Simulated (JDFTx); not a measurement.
# A series of single points on AgBr

System: AgBr (2 atoms in the cell).
Method: Kohn-Sham DFT of a periodic cell, PBEsol, PseudoDojo-SR-PBEsol-0.4.1-standard, no spin polarisation (JDFTx 1.7.0 (patched build)).

The 7 runs differ only in the geometry, by an even scaling of the cell at fixed fractional positions. The structure derives from an entry of the Crystallography Open Database.

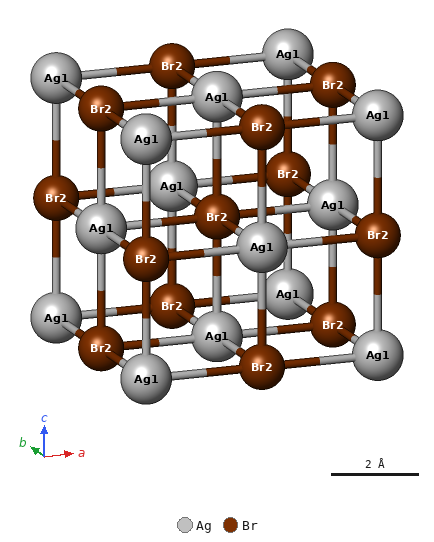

Figure 1. The structure of run 4 (ball-and-stick view of the cell 4 times as large as that of the calculation, set on its symmetry axes, seen slightly off an axis; atoms are numbered from 1 in the order of the input). An atom can appear more than once, as a periodic image.

### Input of run 4
```
lattice \
    0.0000000000     5.4237974366     5.4237974366 \
    5.4237974366     0.0000000000     5.4237974366 \
    5.4237974366     5.4237974366     0.0000000000
coords-type Lattice
ion Ag     0.0000000000     0.0000000000     0.0000000000 1
ion Br     0.5000000000     0.5000000000     0.5000000000 1

ion-species pseudo/Ag.upf
ion-species pseudo/Br.upf
elec-cutoff 41 328
elec-ex-corr gga-PBEsol
kpoint-folding 8 8 8
elec-smearing Fermi 0.0018374661
elec-n-bands 19
electronic-SCF nIterations 100 energyDiffThreshold 1e-09
electronic-minimize nIterations 30 energyDiffThreshold 1e-7
forces-output-coords Cartesian

dump-name run.$VAR
dump End Ecomponents EigStats BandEigs Kpoints Forces Stress ElecDensity Dtot KEdensity
```

Command:
```bash
jdftx -c 1 -i AgBr.in -o AgBr.out
```

Lattice vectors (Å) and fractional positions of run 4:
```
   0.000000    2.870150    2.870150
   2.870150    0.000000    2.870150
   2.870150    2.870150    0.000000
Ag  0.000000  0.000000  0.000000
Br  0.500000  0.500000  0.500000
```

Run 6 differs from it as follows:
```diff
-    0.0000000000     5.4237974366     5.4237974366 \
-    5.4237974366     0.0000000000     5.4237974366 \
-    5.4237974366     5.4237974366     0.0000000000
+    0.0000000000     5.4951713773     5.4951713773 \
+    5.4951713773     0.0000000000     5.4951713773 \
+    5.4951713773     5.4951713773     0.0000000000
```

### Results, with one run withheld

| run | volume per atom (Å³) | free energy per atom, from the lowest run given (meV) | pressure (GPa) | gap on the mesh (eV) |
| --- | --- | --- | --- | --- |
| 1 | 22.225 | 2.72 | 1.46 | 0.50 |
| 2 | 22.698 | 0.00 | 0.26 | 0.50 |
| 3 | 23.171 | 0.62 | −0.79 | 0.50 |
| 4 | 23.644 | 4.17 | −1.72 | 0.50 |
| 5 | 24.116 | 10.28 | −2.53 | 0.51 |
| 6 | 24.589 | ? | ? | ? |
| 7 | 25.062 | 28.91 | −3.86 | 0.52 |

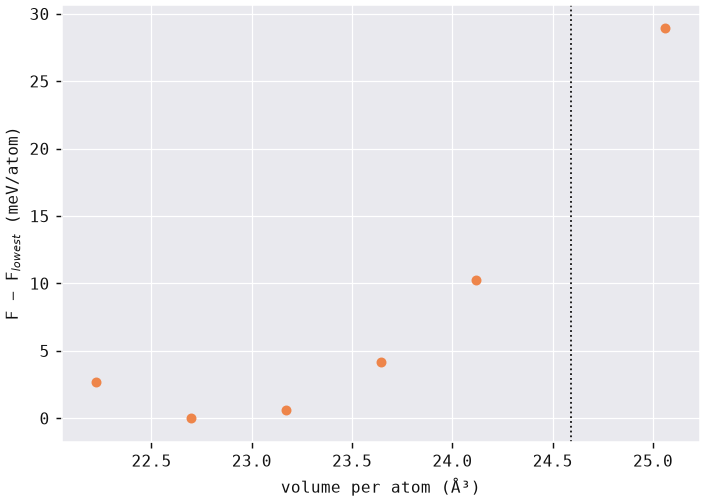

Figure 2. Free energy per atom of the runs given; the dotted line marks run 6.

What should run 6 give?

A cubic polynomial in V^(−2/3) (the Birch–Murnaghan form), fitted to the 6 runs given, misses them by at most 0.01 meV per atom. With x = V^(−2/3) − 0.12204 Å⁻², it reads F = 2.4337 − 2344.5 x + 5.2504e+05 x² + 3.2609e+06 x³ (meV per atom). At run 6 it gives 18.62 meV per atom, and the run itself gives 18.61. The slope of the fit gives a pressure −dF/dV of −3.17 GPa there, and the run prints −3.24 GPa. The two needn't agree exactly: the fit is approximate, and the printed stress is taken on a finite basis. The fit has its minimum at 22.839 Å³ per atom, where V d²F/dV² gives 52.6 GPa: the bulk modulus at this level, since symmetry fixes the shape and the positions.

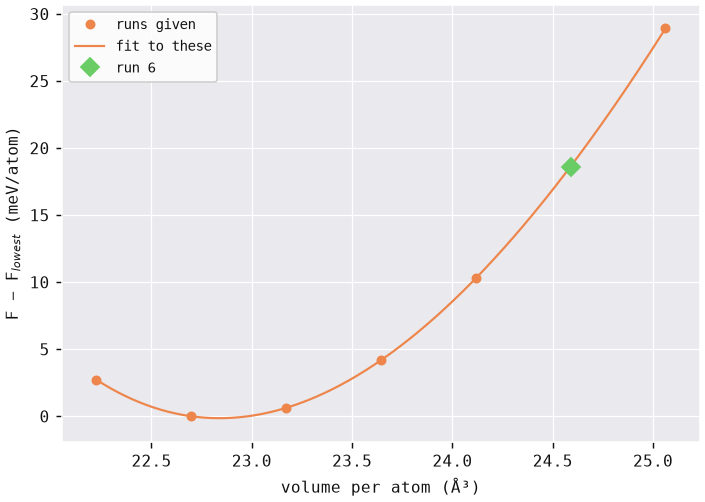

Figure 3. The fit and the withheld run.

### Some lines of the output (run 6)
```
[...]
unit cell volume = 331.874
     Etot =     -160.9638609598425205
        F =     -160.9638633460699282
	HOMO-LUMO gap: +0.018968
	Optical gap  : +0.085389 at state 0 ( [ +0.000000 +0.000000 +0.000000 ] spin 0 )
```
